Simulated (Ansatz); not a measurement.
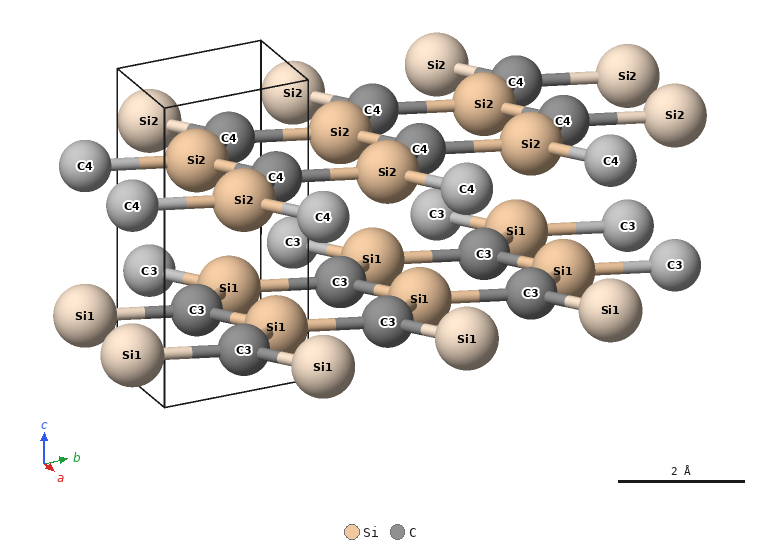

Fig. 1: The input geometry of the first run (ball-and-stick view of the cell of the calculation, repeated 2 × 3 × 1, seen slightly off an axis; neighbours outside the cell are drawn fainter; atoms are numbered from 1 in the order of the input).

# What a change does: single-point calculation on SiC

System: SiC (P6₃/mmc, 4 atoms in the cell).
Method of the first run: DFT, PBE, plane waves, PAW, no spin polarisation (Ansatz 0.2.0).

The structure was built on a prototype by a generator. The geometry comes from this level: PBE. Text and figures count atoms from 1; the logs count them from 0 in places.

## Input, the first run
```yaml
crystal:
  lattice:
    - [3.1648622694, 0.0, 0.0]
    - [-1.5824311347, 2.7408511248, 0.0]
    - [0.0, 0.0, 4.8701421962]
  atoms:
    - { symbol: Si, position: [0.3333333333, 0.6666666667, 0.25] }
    - { symbol: Si, position: [0.6666666667, 0.3333333333, 0.75] }
    - { symbol: C, position: [0.6666666667, 0.3333333333, 0.25] }
    - { symbol: C, position: [0.3333333333, 0.6666666667, 0.75] }
kpoints:
  mp_grid: { grid: [9, 9, 4] }
hamiltonian:
  xc: pbe
scf:
  occupations: { method: fermi_dirac, width: 0.02 }
  n_extra_bands: 5
output:
  forces: true
  stress: true
  eigenvalues: true
```

Command:
```bash
ansatz run input.yaml --threads 2 --pin off --max-ram 2764MiB --backend cpu --events-out ev --progress --plain --runs-dir out
```

Hardware: 2 threads of Arm Neoverse V1, 24 GiB of memory available, shared host.

## Output, shortened to warnings, some set-up lines, iterations and results (the first run)
```
Basis set: ecut = 420 eV, 821 PW (Γ), exchange–correlation on 48×48×72 points (8 copies of the dense FFT grid, shifted against one another)
Symmetry: 24 space group operations
k-points: 36 of 324
Initial density: superposition of atomic densities (neutral atoms: chi_scale 0, normalization atom), corrected by the library's trained network
[...]
SCF iter   1: F=—  HF=-1772.514188 eV  |F-HF|=—  |Δ(HF+E_count)|=         —  Δρ=2.68e-3  dr2=2.55e-3  ethr=1.77e-3  ⟨swp⟩=6.1  Hψ=3212  notcnv=0
SCF iter   2: F=—  HF=-1772.514562 eV  |F-HF|=—  |Δ(HF+E_count)|=   3.74e-4  Δρ=1.06e-3  dr2=2.83e-4  ethr=1.59e-5  ⟨swp⟩=2.2  Hψ=1149  notcnv=0  defer=25
SCF iter   3: F=—  HF=-1772.514795 eV  |F-HF|=—  |Δ(HF+E_count)|=   2.33e-4  Δρ=2.19e-4  dr2=8.00e-6  ethr=1.77e-6  ⟨swp⟩=2.4  Hψ=726  notcnv=0  defer=25
SCF iter   4: F=—  HF=-1772.514847 eV  |F-HF|=—  |Δ(HF+E_count)|=   5.13e-5  Δρ=2.43e-5  dr2=1.40e-7  ethr=5.00e-8  ⟨swp⟩=2.2  Hψ=714  notcnv=0  defer=25
SCF iter   5: F=-1772.514847 eV  HF=-1772.514847 eV  |F-HF|=2.81e-9  |Δ(HF+E_count)|=   2.43e-7  Δρ=3.19e-6  dr2=3.12e-9  ethr=8.72e-10  ⟨swp⟩=2.0  Hψ=707  notcnv=0  defer=25
SCF iter   6: F=-1772.514847 eV  HF=-1772.514847 eV  |F-HF|=2.14e-11  |Δ(HF+E_count)|=   3.64e-9  Δρ=2.15e-7  dr2=1.34e-11  ethr=1.95e-11  ⟨swp⟩=4.4  Hψ=1973  notcnv=0
SCF 1 converged in 6 iterations: F = -1772.514847 eV  dr2 = 1.34e-11
SCF converged after 6 iterations
Free energy (F): -1772.514847 eV
Harris-Foulkes:  -1772.514847 eV  (|F-HF|=2.14e-11)
Internal energy: -1772.514497 eV  (E = F + TS)
E sigma→0 (E₀):  -1772.514672 eV
Entropy (-TS):   -0.000350 eV (-0.087 meV/atom)
Fermi energy:    11.474967 eV
--- Per-component energies (eV) ---
  E_band       = 55.022525
  E_kinetic    = 269.715991
  E_local      = -213.181032  (includes V_loc(G=0)·N_el)
  E_nonlocal   = 102.813304
  E_hartree    = 65.676124
  E_xc         = -210.172055
  E_vxc        = -217.661891  (∫ρ·V_xc dr)
  E_paw        = -1223.722189  (= ΣΔE_a)
  E_vpaw       = -18.016085  (= ΣTr[D̂ρ^β])
  E_aug_tail   = 0.000028  (compensation charges beyond the density's cutoff)
  E_ewald      = -563.644668
  E_smearing   = -0.000350  (= −TS)
  E_closure    = 0.000000  (closes the sum)
  Σ components = -1772.514847   (vs F -1772.514847, Δ=0.00e0)
--- Forces (eV/Å), atoms counted from 1 ---
  atom   1  Si     0.00000000     0.00000000     0.00000000
  atom   2  Si     0.00000000    -0.00000000     0.00000000
  atom   3  C     -0.00000000    -0.00000000     0.00000000
  atom   4  C      0.00000000     0.00000000     0.00000000
  max |Σ_I F_I| component: 0.00e0 eV/Å
--- Stress (GPa, compression-positive) ---
        0.601205       0.000000       0.000000
       -0.000000       0.601205       0.000000
        0.000000       0.000000      -0.732286
  P = ⅓ Tr σ = 0.1567 GPa (1.567 kbar)
```

For the second run the input was changed thus:
```diff
-    - [3.1648622694, 0.0, 0.0]
-    - [-1.5824311347, 2.7408511248, 0.0]
-    - [0.0, 0.0, 4.8701421962]
+    - [3.1002551151, 0.0, 0.0]
+    - [-1.5501275575, 2.6848996879, 0.0]
+    - [0.0, 0.0, 4.7707236429]
```

What does this change do to the results?

With the same functional and potentials, the second run lies 28.3 meV per atom higher. The pressure goes from 0.16 to 14.87 GPa. The volume per atom goes from 10.56 to 9.93 Å³. The cell is scaled evenly with the atoms at fixed fractional positions, so −ΔP/Δ ln V estimates the bulk modulus midway between the two volumes: about 240 GPa. The number of SCF iterations is the same. The plane waves at Γ go from 821 to 759.

## Output, shortened to warnings, some set-up lines, iterations and results (the second run)
```
Basis set: ecut = 420 eV, 759 PW (Γ), exchange–correlation on 48×48×64 points (8 copies of the dense FFT grid, shifted against one another)
Symmetry: 24 space group operations
k-points: 36 of 324
Initial density: superposition of atomic densities (neutral atoms: chi_scale 0, normalization atom), corrected by the library's trained network
[...]
SCF iter   1: F=—  HF=-1772.401849 eV  |F-HF|=—  |Δ(HF+E_count)|=         —  Δρ=3.43e-3  dr2=4.57e-3  ethr=1.77e-3  ⟨swp⟩=6.1  Hψ=3233  notcnv=0
SCF iter   2: F=—  HF=-1772.401772 eV  |F-HF|=—  |Δ(HF+E_count)|=   7.61e-5  Δρ=2.09e-3  dr2=1.81e-3  ethr=2.86e-5  ⟨swp⟩=2.0  Hψ=896  notcnv=0  defer=13
SCF iter   3: F=—  HF=-1772.401543 eV  |F-HF|=—  |Δ(HF+E_count)|=   2.30e-4  Δρ=2.03e-4  dr2=8.87e-6  ethr=1.13e-5  ⟨swp⟩=2.0  Hψ=812  notcnv=0  defer=13
SCF iter   4: F=—  HF=-1772.401528 eV  |F-HF|=—  |Δ(HF+E_count)|=   1.43e-5  Δρ=5.87e-5  dr2=6.62e-7  ethr=5.54e-8  ⟨swp⟩=2.5  Hψ=692  notcnv=0  defer=13
SCF iter   5: F=-1772.401529 eV  HF=-1772.401529 eV  |F-HF|=3.55e-9  |Δ(HF+E_count)|=   7.07e-7  Δρ=5.87e-6  dr2=9.82e-9  ethr=4.14e-9  ⟨swp⟩=2.2  Hψ=704  notcnv=0  defer=13
SCF iter   6: F=-1772.401529 eV  HF=-1772.401529 eV  |F-HF|=1.72e-10  |Δ(HF+E_count)|=   1.46e-9  Δρ=1.21e-6  dr2=3.98e-10  ethr=6.14e-11  ⟨swp⟩=4.4  Hψ=2000  notcnv=0
SCF 1 converged in 6 iterations: F = -1772.401529 eV  dr2 = 3.98e-10
SCF converged after 6 iterations
Free energy (F): -1772.401529 eV
Harris-Foulkes:  -1772.401529 eV  (|F-HF|=1.72e-10)
Internal energy: -1772.400831 eV  (E = F + TS)
E sigma→0 (E₀):  -1772.401180 eV
Entropy (-TS):   -0.000697 eV (-0.174 meV/atom)
Fermi energy:    12.358610 eV
--- Per-component energies (eV) ---
  E_band       = 65.032607
  E_kinetic    = 276.537497
  E_local      = -205.759572  (includes V_loc(G=0)·N_el)
  E_nonlocal   = 104.429918
  E_hartree    = 64.534516
  E_xc         = -212.457607
  E_vxc        = -220.629917  (∫ρ·V_xc dr)
  E_paw        = -1224.294983  (= ΣΔE_a)
  E_vpaw       = -18.614196  (= ΣTr[D̂ρ^β])
  E_aug_tail   = 0.000030  (compensation charges beyond the density's cutoff)
  E_ewald      = -575.390630
  E_smearing   = -0.000697  (= −TS)
  E_closure    = -0.000000  (closes the sum)
  Σ components = -1772.401529   (vs F -1772.401529, Δ=0.00e0)
--- Forces (eV/Å), atoms counted from 1 ---
  atom   1  Si    -0.00000000    -0.00000000     0.00000000
  atom   2  Si    -0.00000000     0.00000000     0.00000000
  atom   3  C      0.00000000     0.00000000     0.00000000
  atom   4  C     -0.00000000    -0.00000000     0.00000000
  max |Σ_I F_I| component: 1.13e-16 eV/Å
--- Stress (GPa, compression-positive) ---
       19.643848      -0.000000       0.000000
        0.000000      19.643848       0.000000
        0.000000       0.000000       5.324985
  P = ⅓ Tr σ = 14.8709 GPa (148.709 kbar)
```

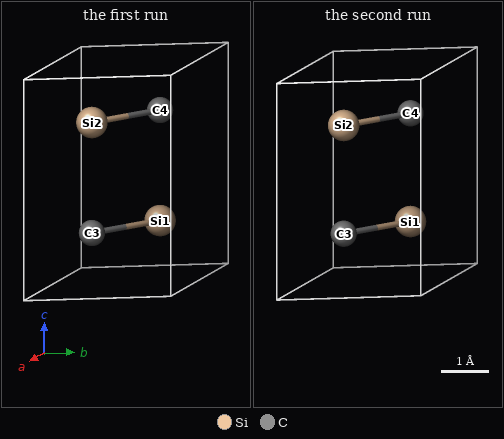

Fig. 2: The two input geometries at one scale (ball-and-stick view of the cell of the calculation, seen slightly off an axis). No atom moves by more than 0.005 Å relative to the cell. The volume changes by −6.0 %, with a = b 3.165 → 3.100 Å (−2.0 %), c 4.870 → 4.771 Å (−2.0 %). Among the contacts that change: Si1–C3 1.827 → 1.790 Å.

## The two runs side by side

| quantity | the first run | the second run |
| --- | --- | --- |
| outcome | converged | converged |
| free energy per atom (eV) | −443.1287 | −443.1004 |
| gap on the mesh (eV) | 0.00 | 0.00 |
| pressure (GPa) | 0.16 | 14.87 |
| volume per atom (Å³) | 10.56 | 9.93 |
| largest force (eV/Å) | 0.000 | 0.000 |
| SCF iterations | 6 | 6 |
| irreducible k-points | 36 | 36 |
| plane waves at Γ | 821 | 759 |
| wall time (shared host) | 0.81 s | 0.79 s |
